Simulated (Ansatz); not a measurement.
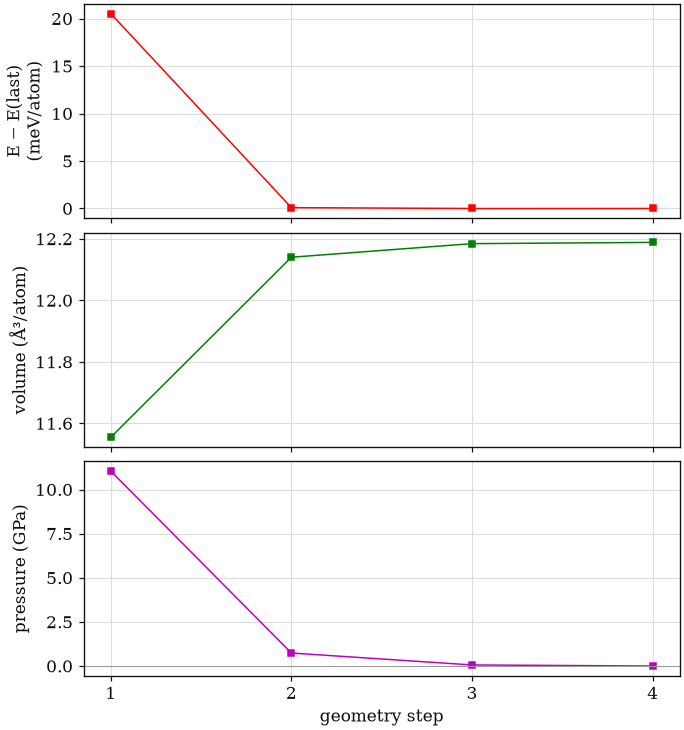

History of a geometry optimisation. Atoms and cell relax. A closing SCF on a freshly chosen basis isn't drawn.

```
crystal:
  lattice:
    - [3.86583736, 0.0, 0.0]
    - [0.0, 3.86583736, 0.0]
    - [0.0, 0.0, 3.86583736]
  atoms:
    - { symbol: Sr, position: [0.5, 0.5, 0.5] }
    - { symbol: Ti, position: [0.0, 0.0, 0.0] }
    - { symbol: O, position: [0.5, 0.0, 0.0] }
    - { symbol: O, position: [0.0, 0.5, 0.0] }
    - { symbol: O, position: [0.0, 0.0, 0.5] }
  symmetry: { tolerance: 0.0003 }
kpoints:
  mp_grid: { grid: [2, 2, 2], shift: [0, 0, 0] }
magnetization:
  spin_polarized: false
scf:
  occupations: { method: fermi_dirac }
hamiltonian:
  pseudopotentials: { kind: paw }
  xc: r2scan
  hubbard: { sites: [{ species: Ti, l: d, u_eff: 5.0 }], double_counting: fll }
basis:
  ecutwfc: 500
output:
  forces: true
  stress: true
  eigenvalues: true
relax:
  max_steps: 40
  cell: {}
accuracy: low
```

Run as:
```bash
ansatz run input.yaml --threads 1 --pin off --max-ram 2560MiB --backend cpu --events-out ev --progress --plain --runs-dir out
```

How did it end, and what did it gain?

The optimisation met its thresholds at geometry 4, counting the start as the first. The energy fell by about 21 meV/atom from the first step to the last. All forces vanish by symmetry, so only the cell moves.

Was the starting cell too large or too small?

The volume grows from 11.55 to 12.19 Å³ per atom (+5.5 %), as the pressure goes from 11 GPa to about 0 GPa. The start was compressed.

Is anything amiss with this input?

Its settings were drawn outside the usual range, so the numbers aren't converged properties of the system.
